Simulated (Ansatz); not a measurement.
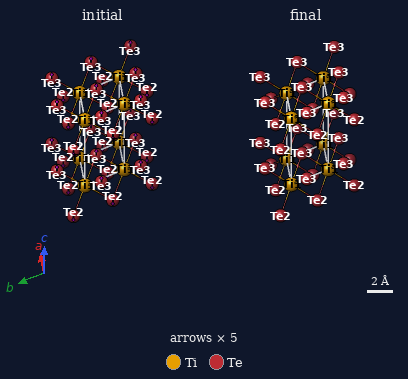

The structure of crystalline TiTe2 (a generated structure, set up in P-3m1) before (left) and after (right) a relaxation, at one scale. The purple arrows give the displacements (the part carried along by the change of the cell is left out), 5 times their true length.

The picture is a ball-and-stick view of the cell of the calculation, seen from a free direction.

Case: S → Te, Zr → Ti on all its sites, cell and atoms relaxed.

The calculation used Ansatz 0.2.0, DFT PBEsol, scalar-relativistic, plane waves, PAW.

Input
```yaml
crystal:
  lattice:
    - [3.9456863568, 0.0, 0.0]
    - [-1.9728431784, 3.4170646204, 0.0]
    - [0.0, 0.0, 6.4033444352]
  atoms:
    - { symbol: Ti, position: [0.0, 0.0, 0.0] }
    - { symbol: Te, position: [0.6666666667, 0.3333333333, 0.7531560945] }
    - { symbol: Te, position: [0.3333333333, 0.6666666667, 0.2468439055] }
basis:
  ecutwfc: 420
kpoints:
  mp_grid: { grid: [12, 12, 8] }
hamiltonian:
  xc: pbesol
scf:
  occupations: { method: gaussian, width: 0.1 }
output:
  forces: true
  stress: true
  eigenvalues: true
relax:
  adjacent_minimum: "off"
  f_tol: 0.01
  max_steps: 60
  cell: { stress_tol: 0.1 }
```

Launched with:
```bash
ansatz run input.yaml --threads 1 --pin off --max-ram 2560MiB --backend cpu --events-out ev --progress --plain --runs-dir out
```

Question: Describe what moved and what it gained.

Answer: The energy falls by 69.5 meV per atom in 3 accepted moves (4 points after the start). The largest force component goes from 0.32 to 0.007 eV/Å. The pressure goes from −2.80 to −0.01 GPa. The SCF was repeated once at an unchanged geometry on a basis and grid sized afresh for the cell, which shifted the energy by 0.5 meV per atom at most. The largest moves relative to the cell, 0.13 Å, are those of Te2 and Te3. Te2 goes along −c. Ti stays in place. The volume changes by −11.6 %, with a = b 3.946 → 3.697 Å (−6.3 %), c 6.403 → 6.446 Å (+0.7 %). Among the contacts that change: Ti1–Te2 2.773 → 2.742 Å. Among the angles between lasting bonds that change: Te2–Ti1–Te2 90.7° → 84.8°, Ti1–Te3–Ti1 90.7° → 84.8°, Te2–Ti1–Te3 89.3° → 95.2°. The space group stays P-3m1 (No. 164).
